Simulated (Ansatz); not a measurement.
Geometry relaxation, with input and output: FeSi (part 2 of 2)

FeSi (Fd-3m, 4 atoms in the cell); DFT PBE, scalar-relativistic, plane waves, PAW, spin-polarised (Ansatz 0.2.0); cutoff 420 eV, 14×14×14 k-mesh, Gaussian smearing of 0.1 eV, collinear spins. The structure was made by a generator, so it may or may not be a known phase.

Geometry of the input (Å; fractional positions):
```
0.0000  2.8664  2.8664
2.8664  0.0000  2.8664
2.8664  2.8664  0.0000
Fe 0.2500  0.2500  0.2500
Fe 0.0000  0.0000  0.0000
Si 0.7500  0.7500  0.7500
Si 0.5000  0.5000  0.5000
```

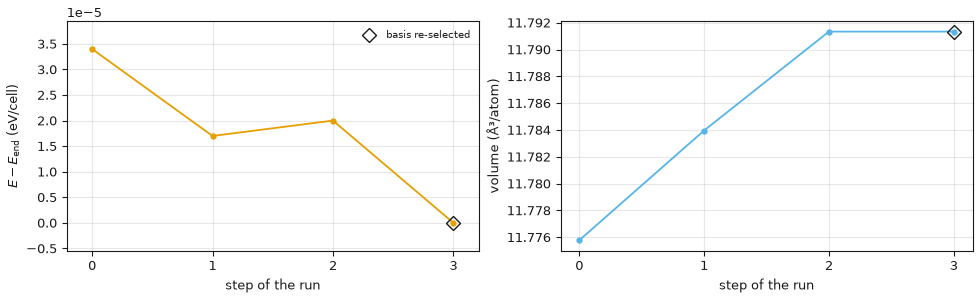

*Progress of the relaxation, step by step (the first geometry is step 0 here and step 1 in the log).*

Over 2 geometry steps the energy falls by next to nothing (0.0 meV per cell of the calculation). All forces vanish by symmetry, so only the cell relaxes. Pressure: 0.20 GPa at the start and 0.00 GPa at the end. No atom moves by more than 0.005 Å relative to the cell. Cell: a = b = c 5.733 → 5.735 Å (0.0 %). Volume +0.1 %. The space group stays Fd-3m (No. 227). A last SCF at the same geometry on a re-selected plane-wave basis shifts the energy by next to nothing (0.0 meV per cell of the calculation).

```
basis re-selected at this cell: Δ(F+E_penalty+E_count) = -1.939e-5 eV, ΔP = +0.001 GPa vs the last step (what re-selecting the basis moved, of the pressure what is left beyond the Pulay correction that the steps carried, after the strain that the cell walked since its last selection, with what the two solves' SCF thresholds leave and, on support functions, any second-order correction that the steps lacked; it is no measure of the basis error at this ecutwfc). This SCF's stress stands 7.44e-5 GPa from its target on what of the cell is left free (relax.cell.stress_tol is 5.00e-2 GPa) and its largest allowed force component is 3.76e-16 eV/Å (relax.f_tol is 1.00e-2 eV/Å): within both
SCF converged after 7 iterations
Magnetization: 3.5410 μB (21.7705 up, 18.2295 down)
Absolute magnetization: 3.9902 μB (∫|ρ↑−ρ↓|, with the PAW one-centre terms)
Spin contamination: 0.1288 ħ² per cell (⟨S²⟩ above its minimum at these occupations)
Per-site moments (μB) at R_I (Å): [(1.8599145254265186, 1.024437599211877), (1.8599145254265184, 1.0244375992118768), (-0.03680125540390613, 1.0244375992118768), (-0.03680125540390596, 1.0244375992118768)]
Free energy (F): -10232.373191 eV
Harris-Foulkes:  -10232.373191 eV  (|F-HF|=5.46e-12)
Internal energy: -10232.356176 eV  (E = F + TS)
E sigma→0 (E₀):  -10232.364684 eV
Entropy (-TS):   -0.017014 eV (-4.254 meV/atom)
Fermi energy:    16.202358 eV
--- Per-component energies (eV) ---
  E_band       = -436.261827
  E_kinetic    = 793.951150
  E_local      = -5525.562963  (includes V_loc(G=0)·N_el)
  E_nonlocal   = 487.565035
  E_hartree    = 2407.551436
  E_xc         = -350.273624
  E_vxc        = -402.736794  (∫ρ·V_xc dr)
  E_paw        = -3759.002697  (= ΣΔE_a)
  E_vpaw       = -604.583072  (= ΣTr[D̂ρ^β])
  E_aug_tail   = 0.001832  (compensation charges beyond the density's cutoff)
  E_ewald      = -4286.586347
  E_smearing   = -0.017014  (= −TS)
  E_closure    = -0.000000  (closes the sum)
  Σ components = -10232.373191   (vs F -10232.373191, Δ=0.00e0)
--- Forces (eV/Å), atoms counted from 1 ---
  atom   1  Fe     0.00000000     0.00000000     0.00000000
  atom   2  Fe    -0.00000000    -0.00000000    -0.00000000
  atom   3  Si    -0.00000000    -0.00000000    -0.00000000
  atom   4  Si     0.00000000     0.00000000     0.00000000
  max |Σ_I F_I| component: 1.97e-16 eV/Å
--- Stress (GPa, compression-positive) ---
       -0.000074       0.000000       0.000000
        0.000000      -0.000074       0.000000
        0.000000       0.000000      -0.000074
  P = ⅓ Tr σ = -0.0001 GPa (-0.001 kbar)
--- Band table (eV; the first three rows and the last of 208) ---
  k-point 0 ↑: bands = ["-72.0091", "-71.9484", "-38.1250", "-38.1250", "-38.1250", "-37.9900", "-37.9900", "-37.9900", "2.4139", "11.7676", "11.7676", "11.7676", "12.0927", "12.0927", "12.4695", "12.4695", "12.4695", "14.8178", "14.8178", "15.9256", "16.3747", "16.3747", "16.3747", "18.9617", "18.9617", "18.9617", "20.0144"]
  k-point 1 ↑: bands = ["-72.0085", "-71.9489", "-38.1257", "-38.1257", "-38.1247", "-37.9904", "-37.9893", "-37.9893", "2.4802", "11.4886", "11.5885", "11.5885", "12.2638", "12.2638", "12.4327", "12.4969", "12.4969", "14.8161", "14.8161", "15.6691", "16.4032", "16.4032", "16.8950", "18.5375", "18.9242", "18.9242", "20.3683"]
  k-point 2 ↑: bands = ["-72.0069", "-71.9506", "-38.1278", "-38.1278", "-38.1240", "-37.9914", "-37.9873", "-37.9873", "2.6774", "10.7611", "11.3193", "11.3193", "12.3655", "12.4898", "12.4898", "12.5991", "12.5991", "14.8098", "14.8098", "15.5645", "16.4807", "16.4807", "17.1570", "18.3480", "18.7572", "18.7572", "20.8767"]
  k-point 103 ↓: bands = ["-69.8184", "-69.8184", "-36.0550", "-36.0550", "-35.9514", "-35.9514", "-35.8469", "-35.8469", "6.3266", "6.3266", "9.5936", "9.5936", "13.5350", "13.5350", "14.5202", "14.5202", "15.2040", "15.2040", "16.3951", "16.3951", "16.6326", "16.6326", "19.2778", "19.2778", "20.3405", "20.3405", "23.6841"]
--- Relaxed structure (3 steps of the walk, 3 accepted, 1 SCFs on fresh bases) ---
  F+E_penalty+E_count = -10232.37319080 eV   max|allowed force component| = 3.764e-16 eV/Å   (the final SCF, on the basis selected at the relaxed cell)
  cell:  # Å, volume = 47.1653 Å³
    - [1.259412755396361e-34, 2.8676815693233997, 2.8676815693233997]
    - [2.8676815693233997, 5.573063160979551e-35, 2.8676815693233997]
    - [2.8676815693233997, 2.8676815693233997, 3.199535368312368e-35]
  atoms:
    - { symbol: Fe, position: [0.25, 0.25, 0.25] }
    - { symbol: Fe, position: [1.9330068428261607e-34, -1.6355538776481136e-34, -2.850736726566664e-34] }
    - { symbol: Si, position: [0.75, 0.75, 0.75] }
    - { symbol: Si, position: [0.5, 0.5, 0.5] }
--- Löwdin populations: 4 sites ---
  site symbol       q [e]    m [muB]
     0     Fe     15.6100     1.8717
     1     Fe     15.6100     1.8717
     2     Si      4.1128    -0.0541
     3     Si      4.1128    -0.0541
  spilling = 0.013860 (of n_electrons = 40.000000)
```

File populations.tsv
```
# site	symbol	l	j	q_up	q_dn
# orbitals = lowdin
# n_electrons = 40.000000
# spilling = 0.013860
0	Fe	0_3S	-	0.988453	0.988942
0	Fe	0_4S	-	0.277408	0.294479
0	Fe	1_3P	-	2.997103	2.996848
0	Fe	2_3D	-	4.477864	2.588870
1	Fe	0_3S	-	0.988453	0.988942
1	Fe	0_4S	-	0.277408	0.294479
1	Fe	1_3P	-	2.997103	2.996848
1	Fe	2_3D	-	4.477864	2.588870
2	Si	0_3S	-	0.635641	0.625292
2	Si	1_3P	-	1.393716	1.458179
3	Si	0_3S	-	0.635641	0.625292
3	Si	1_3P	-	1.393716	1.458179
```

Trajectory as extended XYZ (Å, eV, eV/Å), 4 frames, from step=1 to step=4
```
4
Lattice="0.0000 2.8664 2.8664 2.8664 0.0000 2.8664 2.8664 2.8664 0.0000" Properties=species:S:1:pos:R:3:forces:R:3 step=1 energy=-10232.37316 pressure_GPa=0.20
Fe    1.4332    1.4332    1.4332    0.0000   0.0000   0.0000
Fe    0.0000    0.0000    0.0000    0.0000   0.0000   0.0000
Si    4.2996    4.2996    4.2996    0.0000   0.0000   0.0000
Si    2.8664    2.8664    2.8664    0.0000   0.0000   0.0000
4
Lattice="0.0000 2.8671 2.8671 2.8671 0.0000 2.8671 2.8671 2.8671 0.0000" Properties=species:S:1:pos:R:3:forces:R:3 step=2 energy=-10232.37317 pressure_GPa=0.09
Fe    1.4335    1.4335    1.4335    0.0000   0.0000   0.0000
Fe    0.0000    0.0000    0.0000    0.0000   0.0000   0.0000
Si    4.3006    4.3006    4.3006    0.0000   0.0000   0.0000
Si    2.8671    2.8671    2.8671    0.0000   0.0000   0.0000
4
Lattice="0.0000 2.8677 2.8677 2.8677 0.0000 2.8677 2.8677 2.8677 0.0000" Properties=species:S:1:pos:R:3:forces:R:3 step=3 energy=-10232.37317 pressure_GPa=-0.00
Fe    1.4338    1.4338    1.4338    0.0000   0.0000   0.0000
Fe    0.0000    0.0000    0.0000    0.0000   0.0000   0.0000
Si    4.3015    4.3015    4.3015    0.0000   0.0000   0.0000
Si    2.8677    2.8677    2.8677    0.0000   0.0000   0.0000
4
Lattice="0.0000 2.8677 2.8677 2.8677 0.0000 2.8677 2.8677 2.8677 0.0000" Properties=species:S:1:pos:R:3:forces:R:3 step=4 energy=-10232.37319 pressure_GPa=-0.00
Fe    1.4338    1.4338    1.4338    0.0000   0.0000   0.0000
Fe    0.0000    0.0000    0.0000    0.0000   0.0000   0.0000
Si    4.3015    4.3015    4.3015    0.0000   0.0000   0.0000
Si    2.8677    2.8677    2.8677    0.0000   0.0000   0.0000
```

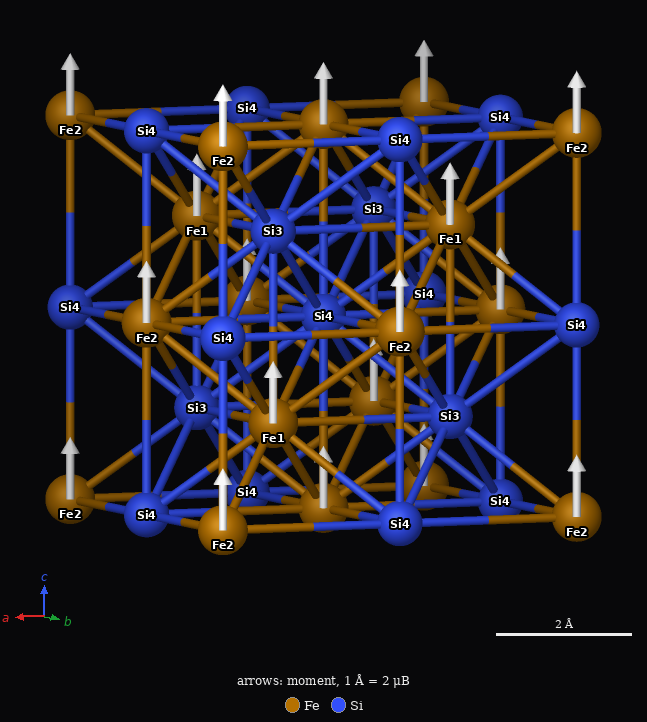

*Magnetic moments of the sites as white arrows (ball-and-stick view of the cell 4 times as large as that of the calculation, set on its symmetry axes, seen at an oblique angle; atoms are numbered from 1 in the order of the input); small moments hardly show. The run is collinear, so the axis drawn is arbitrary.*

Site moments: Fe1, Fe2 (1.86 μB). They are counted near the atoms and needn't add up to the moment of the cell.

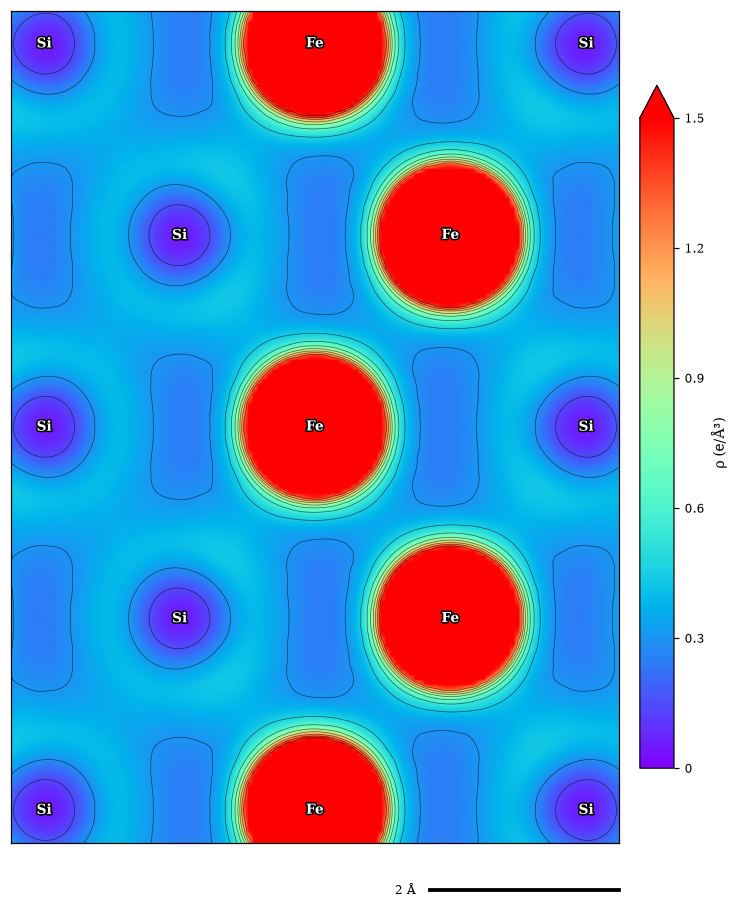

*Valence charge density (pseudo) on the (011) plane of the conventional cell.*

Atoms in the plane: Fe and Si. Fe–Fe (2.48 Å): ρ is about 0.35 e/Å³ halfway. Fe–Si (2.48 Å): the density is about 0.38 e/Å³ at the midpoint. Si–Si (2.48 Å): ρ at the midpoint is about 0.36 e/Å³, a local maximum along the line. Fe–Si (2.87 Å): the density is about 0.25 e/Å³ at the midpoint. Away from the nuclei the density in this plane falls to 0.24 e/Å³ at its lowest. Core electrons are frozen (PAW), so the fields are smoothed inside the atomic spheres.

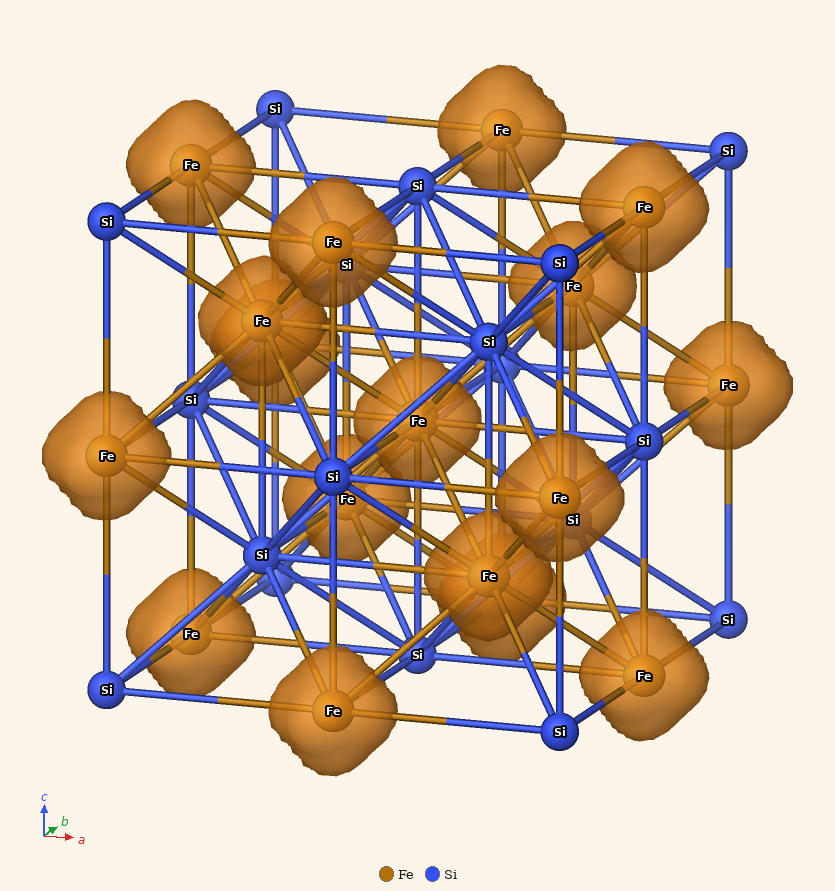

*Isosurface of the spin density at +0.3 e/Å³ (orange), seen slightly off an axis. Sticks mark near contacts. The outline is the cell set on symmetry axes.*

The cell of the calculation (4 atoms) carries 3.5 μB net.

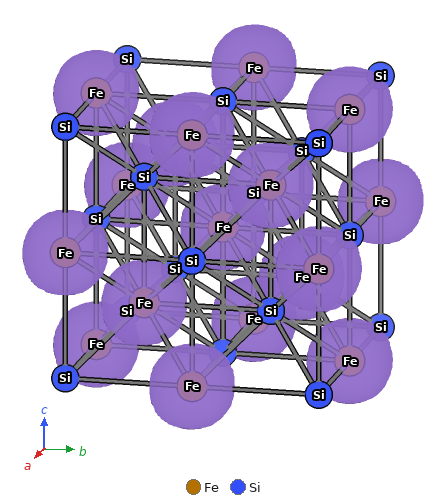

*Isosurface of the valence electron density at 0.5 e/Å³ (purple), seen slightly off an axis. Sticks mark near contacts. The outline is the cell set on symmetry axes.*

At this value the density breaks into separate islands; it holds about 70 % of the electrons treated as valence (semicore included). It is pinched off along the Fe–Fe (2.48 Å), Fe–Si (2.48 Å), Si–Si (2.48 Å) and Fe–Si (2.87 Å) contacts. On the grid the lowest density along these lines, outside the cores, is 0.36 e/Å³ (Fe–Fe, 2.48 Å), 0.38 e/Å³ (Fe–Si, 2.48 Å), 0.36 e/Å³ (Si–Si, 2.48 Å) and 0.25 e/Å³ (Fe–Si, 2.87 Å).
